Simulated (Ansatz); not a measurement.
Zn₂₅O₂₄ (charge +1): geometry relaxation (part 4 of 4)

Continued. System: Zn₂₅O₂₄ (defect cell, 49 atoms in the cell, total charge +1). Method: DFT PBE, scalar-relativistic, plane waves, PAW, spin-polarised (Ansatz 0.2.0); cutoff 420 eV, 2×2×2 k-mesh, Gaussian smearing of 0.01 eV, collinear spins. The structure derives from a Materials Project entry. It belongs to a series of runs on one base structure; here: Zn interstitial, charge +1, atoms relaxed at the host's cell.

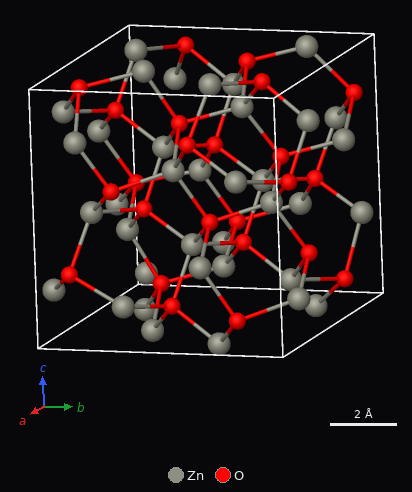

**Figure 1.** The geometry at step 4 of the log (ball-and-stick view of the cell of the calculation, seen slightly off an axis).

**Trajectory as extended XYZ, continued**
```
49
Lattice="-3.2794 5.6801 5.2932 -3.2794 -5.6801 5.2932 6.5588 -0.0000 5.2932" Properties=species:S:1:pos:R:3:forces:R:3 step=4 energy=-96609.30281
Zn    0.0350   -1.8772    7.9822    0.0004   0.0006  -0.0001
Zn   -1.6432    0.9083    7.9822    0.0003  -0.0007  -0.0001
Zn    1.6716   -4.7284    7.9507   -0.0012   0.0008  -0.0037
Zn    3.2904   -1.8277    7.8640   -0.0022   0.0004   0.0001
Zn   -3.2281   -1.9358    7.8640    0.0015   0.0017   0.0001
Zn    1.7621    0.9965    2.7634    0.0031   0.0015   0.0031
Zn    1.6082    0.9689    7.9822   -0.0007   0.0001  -0.0001
Zn   -4.9307    0.9166    7.9507    0.0013   0.0006  -0.0037
Zn   -0.0624    3.7635    7.8640    0.0007  -0.0022   0.0001
Zn   -1.7441    1.0277    2.7634   -0.0028   0.0020   0.0031
Zn    3.2591    3.8119    7.9507   -0.0001  -0.0014  -0.0037
Zn   -0.0180   -2.0243    2.7634   -0.0003  -0.0034   0.0031
Zn   -1.6136   -0.8755    5.3311    0.0000   0.0002   0.0021
Zn   -3.3040    1.9300    5.3507   -0.0003  -0.0018  -0.0001
Zn   -0.0195   -3.8263    5.3507    0.0017   0.0007  -0.0001
Zn    1.5650   -0.9597    5.3311   -0.0002  -0.0001   0.0021
Zn    1.6294   -0.8765   10.6157    0.0001  -0.0003   0.0007
Zn   -3.2657   -3.5300    5.0817    0.0007   0.0081  -0.0029
Zn    0.0486    1.8351    5.3311    0.0002  -0.0001   0.0021
Zn   -0.0557    1.8494   10.6157    0.0003   0.0002   0.0007
Zn   -1.4242    4.5932    5.0817    0.0067  -0.0047  -0.0029
Zn    3.3234    1.8963    5.3507   -0.0014   0.0011  -0.0001
Zn   -1.5738   -0.9729   10.6157   -0.0003   0.0001   0.0007
Zn    4.6899   -1.0632    5.0817   -0.0074  -0.0035  -0.0029
O     0.0570   -1.9087    9.9815    0.0000   0.0001   0.0004
O    -1.6815    0.9050    9.9815    0.0001  -0.0001   0.0004
O     1.7066   -4.7603   10.0031    0.0011  -0.0007  -0.0039
O     3.2960   -1.7110    9.8720   -0.0004   0.0013  -0.0016
O    -3.1298   -1.9989    9.8720    0.0013  -0.0003  -0.0016
O     1.6964    0.9210    4.7050    0.0007   0.0008   0.0003
O     1.6245    1.0037    9.9815   -0.0001  -0.0001   0.0004
O    -4.9759    0.9022   10.0031   -0.0011  -0.0007  -0.0039
O    -0.1662    3.7099    9.8720   -0.0009  -0.0010  -0.0016
O    -1.6458    1.0086    4.7050   -0.0011   0.0002   0.0003
O     3.2692    3.8581   10.0031    0.0000   0.0013  -0.0039
O    -0.0506   -1.9296    4.7050    0.0003  -0.0011   0.0003
O    -1.6085   -0.9673    7.3099   -0.0002   0.0000   0.0000
O    -3.2882    1.8460    7.3398   -0.0005  -0.0013   0.0015
O     0.0454   -3.7706    7.3398    0.0013   0.0002   0.0015
O     1.6419   -0.9094    7.3099    0.0001  -0.0002   0.0000
O     1.6583   -0.9806   12.6304   -0.0002   0.0003   0.0006
O    -3.2652   -3.8783    7.2334    0.0002   0.0031  -0.0014
O    -0.0334    1.8766    7.3099    0.0001   0.0002   0.0000
O     0.0201    1.9264   12.6304   -0.0001  -0.0003   0.0006
O    -1.7261    4.7669    7.2334    0.0026  -0.0017  -0.0014
O     3.2428    1.9247    7.3398   -0.0009   0.0010   0.0015
O    -1.6784   -0.9458   12.6304    0.0003   0.0001   0.0006
O     4.9913   -0.8885    7.2334   -0.0028  -0.0014  -0.0014
Zn    0.0000    0.0000    0.9664    0.0000   0.0000   0.0148
```

**Results in brief**

| quantity | value |
| --- | --- |
| outcome | converged |
| electrons treated | 443 |
| free energy | −96609.3028 eV |
| Fermi energy | 8.912 eV |
| gap on the k-point mesh | none (metallic) |
| net moment of the cell | 0.50 μB |
| integrated absolute moment | 0.51 μB |
| final volume | 591.59 Å³ |
| largest force (length of the vector) at the end | 0.015 eV/Å |
| hardware | 4 threads of Arm Neoverse V1, 24 GiB of memory available, shared host |
| wall time | 3.8 min (CPU time 15 min) |
| peak memory | 3.1 GiB |
